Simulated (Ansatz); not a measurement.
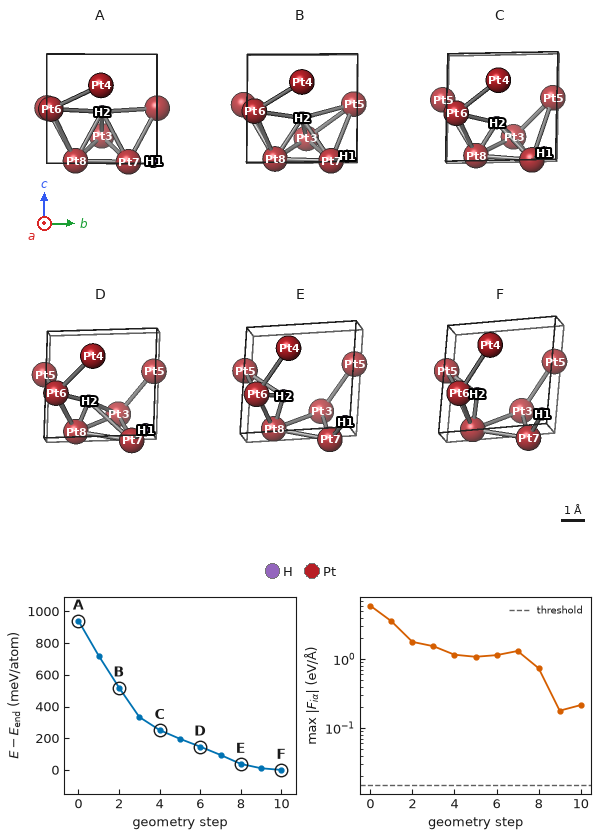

Frames of a relaxation of solid HPt3 (built on the A15_223 type) (coarse preliminary run), marked on the history of the run. A ball-and-stick model of the cell of the calculation, seen along the a axis.

Case: A15 type (Pm-3n, No. 223); cell x1, atoms moved at random (sigma 0.1 Å) and cell strained at random (1.5 %), then relaxed without symmetry.

Method: DFT PBE, scalar-relativistic, plane waves, PAW (Ansatz).

The input:
```yaml
crystal:
  lattice:
    - [4.9017310187, -0.0098746425, 0.0725186949]
    - [-0.0098746425, 4.9284802939, -0.0048103229]
    - [0.0725186949, -0.0048103229, 4.8950445356]
  atoms:
    - { symbol: H, position: [-0.0152222726, -0.0330241803, 0.018895979] }
    - { symbol: H, position: [0.4964975754, 0.503064359, 0.4728727632] }
    - { symbol: Pt, position: [0.0176159477, 0.4979556777, 0.252307507] }
    - { symbol: Pt, position: [-0.0118404191, 0.4915161543, 0.7132778572] }
    - { symbol: Pt, position: [0.2812293859, 0.0021960271, 0.5063813959] }
    - { symbol: Pt, position: [0.7450209438, 0.0366676717, 0.4967578087] }
    - { symbol: Pt, position: [0.503814051, 0.7410606014, 0.0153704305] }
    - { symbol: Pt, position: [0.4828847879, 0.2605636892, 0.0241362584] }
basis:
  ecutwfc: 420
kpoints:
  mp_grid: { grid: [6, 6, 6] }
hamiltonian:
  xc: pbe
scf:
  occupations: { method: gaussian, width: 0.1 }
output:
  forces: true
  stress: true
  eigenvalues: true
relax:
  adjacent_minimum: "off"
  f_tol: 0.015
  max_steps: 120
  cell: { stress_tol: 0.15 }
```

Launched with:
```bash
ansatz run input.yaml --threads 1 --pin off --max-ram 2560MiB --backend cpu --events-out ev --progress --plain --runs-dir out
```

Question: What happens along the run?

Answer: The run was cut off at its time limit before the relaxation converged, so the last structure is only a point on the way. H2 moves most relative to the cell: 1.20 Å along [0 −2 −1]. Largest moves by element: H 1.20 Å, Pt 0.92 Å. The volume changes by −7.3 %, with a 4.902 → 4.882 Å (−0.4 %), b 4.928 → 4.858 Å (−1.4 %), c 4.896 → 4.856 Å (−0.8 %), α 90.1° → 80.7°, β 88.3° → 78.8°, γ 90.2° → 98.4°. Near-neighbour distances that change, for instance: H2–Pt5 2.683 → 3.991 Å, Pt5–Pt7 2.910 → 3.993 Å, H2–Pt6 2.610 → 1.768 Å, H1–Pt7 2.604 → 1.770 Å. Bond angles that change, for instance: Pt3–Pt7–Pt5 101.2° → 61.7°, Pt6–Pt3–Pt8 101.5° → 62.8°, Pt6–Pt3–Pt8 146.6° → 177.5°. The space group stays P1 (No. 1). Over 10 geometry steps the energy falls by 941 meV per atom. The largest force component goes from 6 to 0.22 eV/Å. Pressure: 4.53 GPa at the start and 0.42 GPa at the end. From step 0 to 2: H1 moves most (0.36 Å), volume −2.0 %, energy −422 meV per atom. From step 2 to 4: H2 moves most (0.35 Å), volume −0.8 %, energy −268 meV per atom. From step 4 to 6: H2 moves most (0.34 Å), volume −2.5 %, energy −105 meV per atom. From step 6 to 8: H2 moves most (0.24 Å), volume −3.3 %, energy −109 meV per atom. From step 8 to 10: H atoms move most (0.31 Å), volume +1.2 %, energy −38.0 meV per atom.
